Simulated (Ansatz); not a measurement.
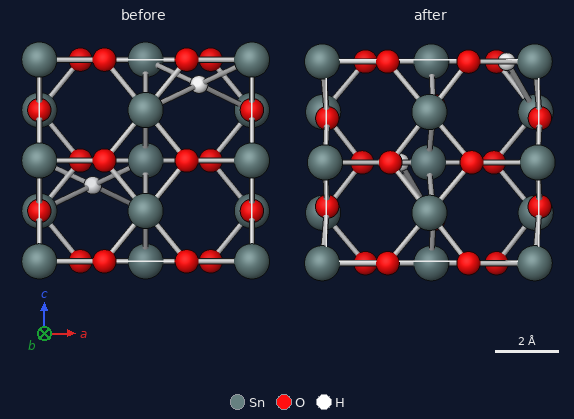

The structure of a defect cell of composition Sn4HO8 (cell charge −1) before (left) and after (right) a relaxation, at one scale.

The picture is a ball-and-stick view of the larger cell on standard axes (2 times the calculation's cell), seen along the b axis.

Case: H interstitial, charge -1, atoms relaxed. The atoms of the start lie slightly off their symmetric places, so part of the fall in energy undoes that.

Computed with DFT PBE, scalar-relativistic, plane waves, PAW (Ansatz).

Input
```yaml
crystal:
  lattice:
    - [0.0, 4.8271903452, -3.2381522545]
    - [0.0, -4.8271903452, -3.2381522545]
    - [-4.8271903452, 0.0, 3.2381522545]
  atoms:
    - { symbol: Sn, position: [0.25, 0.75, 0.5] }
    - { symbol: Sn, position: [0.75, 0.25, 0.5] }
    - { symbol: Sn, position: [0.0, 0.0, 0.0] }
    - { symbol: Sn, position: [0.5, 0.5, 0.0] }
    - { symbol: O, position: [0.5565765234, 0.75, 0.8065765234] }
    - { symbol: O, position: [0.0565765234, 0.25, 0.8065765234] }
    - { symbol: O, position: [0.9434234766, 0.75, 0.1934234766] }
    - { symbol: O, position: [0.4434234766, 0.25, 0.1934234766] }
    - { symbol: O, position: [0.5, 0.1934234766, 0.6934234766] }
    - { symbol: O, position: [0.0, 0.6934234766, 0.6934234766] }
    - { symbol: O, position: [0.5, 0.8065765234, 0.3065765234] }
    - { symbol: O, position: [0.0, 0.3065765234, 0.3065765234] }
    - { symbol: H, position: [0.1278295346, 0.6283918509, 0.0024493322] }
total_charge: -1
basis:
  ecutwfc: 420
  xc_grid: 2
kpoints:
  mp_grid: { grid: [3, 3, 3], shift: [0.0, 0.0, 0.0] }
hamiltonian:
  xc: pbe
scf:
  occupations: { method: gaussian, width: 0.02 }
output:
  forces: true
  stress: false
  eigenvalues: true
  write_density: true
  write_potential: true
  elf: true
  volumetric_format: npy
relax:
  adjacent_minimum: "off"
  f_tol: 0.02
  max_steps: 60
```

Launched with:
```bash
ansatz run input.yaml --threads 4 --pin off --max-ram 10240MiB --backend cpu --events-out ev --progress --plain --runs-dir out
```

What changed between the two?

Answer. Over 15 accepted moves (16 points after the start) the energy falls by 1.004 eV per cell of the calculation. Largest force component: 0.45 eV/Å at the start, 0.01 eV/Å at the end. 1 step only repeated the SCF at the same geometry. H13 moves most: 0.99 Å along [1 0 1]. By element the largest moves are H 0.99 Å, O 0.26 Å, Sn 0.23 Å. The cell doesn't change. Among the contacts that change: Sn2–H13 2.561 → 3.431 Å, Sn3–H13 2.539 → 1.749 Å, Sn4–H13 2.544 → 2.917 Å, Sn3–O5 2.089 → 2.192 Å. Bond angles that change, for instance: O8–Sn2–O11 90.0° → 104.9°, O5–Sn3–O8 180.0° → 165.3°, O7–Sn3–O8 101.6° → 116.0°. Cost: 110 s on 4 threads of Arm Neoverse V1 (shared host), peak memory 0.59 GiB.

Limits of the set-up: the periodic images lie only 5.8 Å apart, so the values are limited by the cell's size; the cell is charged, on a uniform background, and energies carry no finite-size correction.
